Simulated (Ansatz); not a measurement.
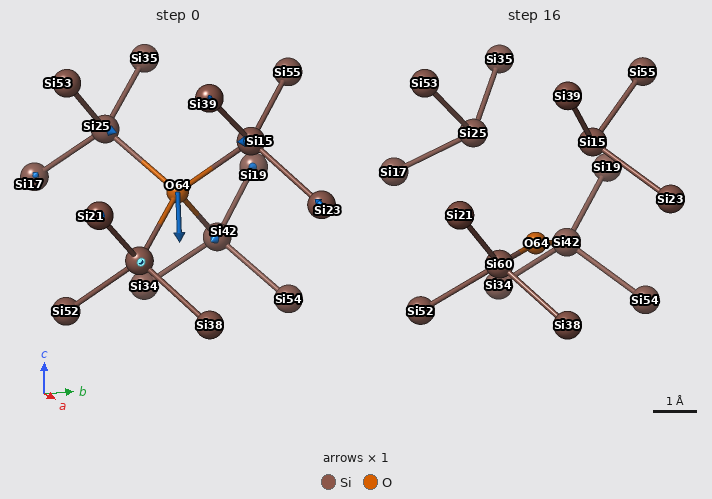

The structure of a defect cell of composition Si63O (cell charge −2) before (left) and after (right) a relaxation, at one scale. The blue arrows give the displacements, at their true length.

Style: ball-and-stick. Shown: the atoms within 4.2 Å of the atom that moves most (axes of the cell of the calculation (origin shifted)), slightly off an axis.

These are results of DFT, PBEsol, PAW, plane waves (Ansatz 0.2.0), not measurements. (plane-wave cutoff 420 eV; k-point mesh 1 × 1 × 1; mesh shifted by (0.25, 0.25, 0.25); no spin polarisation; atoms relaxed in a fixed cell; force threshold 0.03 eV/Å; at most 80 steps)

Question: Summarise the run.

Answer: The energy falls by 2.724 eV per cell of the calculation in 16 geometry steps. The largest force component goes from 1.1 to 0.022 eV/Å. The atom that moves furthest is O64 (1.21 Å along −c). By element the largest moves are O 1.21 Å, Si 0.36 Å. The cell stays as it was. Near-neighbour distances that change, for instance: Si60–O64 2.349 → 1.675 Å, Si42–O64 2.332 → 1.675 Å, Si25–O64 2.347 → 2.998 Å, Si15–O64 2.397 → 2.970 Å. Among the angles between lasting bonds that change: Si23–Si15–Si55 111.3° → 100.0°, Si17–Si25–Si53 110.4° → 100.0°, Si23–Si15–Si39 108.6° → 100.0°.

Limits of the set-up: the cell is charged, on a uniform background, and energies carry no finite-size correction.
